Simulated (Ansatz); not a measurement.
A periodic structure is given below.

```xyz
18
Lattice="2.8464 0.0000 0.0000 0.0000 4.0842 0.0000 0.0000 0.0000 24.5050" Properties=species:S:1:pos:R:3 pbc="T T T"
Al    0.0000    2.0421   11.2317
Al    0.0000    2.0421    7.1475
Al    0.0000    2.0421    3.0633
Al    0.0000    0.0000    1.0212
Al    0.0000    0.0000    9.1896
Al    0.0000    0.0000    5.1054
Cu    1.4232    2.0421    9.1896
Cu    1.4232    2.0421    5.1054
Cu    1.4232    2.0421    1.0212
Al    1.4232    0.0000   23.4842
Al    1.4232    0.0000   19.4000
Al    1.4232    0.0000   15.3158
Al    1.4232    2.0421   13.2738
Al    1.4232    2.0421   21.4421
Al    1.4232    2.0421   17.3579
Cu    0.0000    0.0000   21.4421
Cu    0.0000    0.0000   17.3579
Cu    0.0000    0.0000   13.2738
```

Say what kind of structure these coordinates give.

The formula is Al₂Cu. The atoms follow space group Imm2 (No. 44); the Bravais lattice is body-centred orthorhombic. In the cell are 12 Al, 6 Cu, which makes 6 formula units.

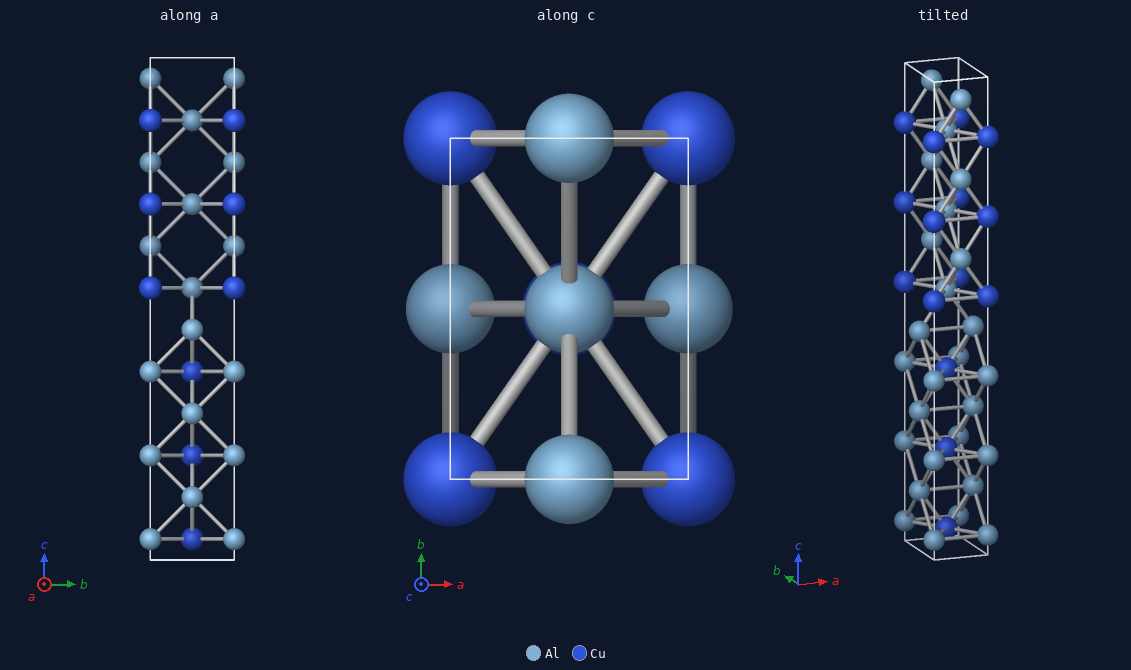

Drawn in the ball-and-stick manner and seen along the a axis, along the c axis and slightly off an axis. One conventional unit cell is framed, with atoms on its boundary repeated.

It goes back to a structure listed in the Materials Project. The cell was then strained or its atoms displaced on purpose. A calculation with Ansatz used it as input.

At this level of theory the run's own cell isn't at rest (forces up to 1.8 eV/Å), so its distances can differ from those at equilibrium, the more so the softer the solid.
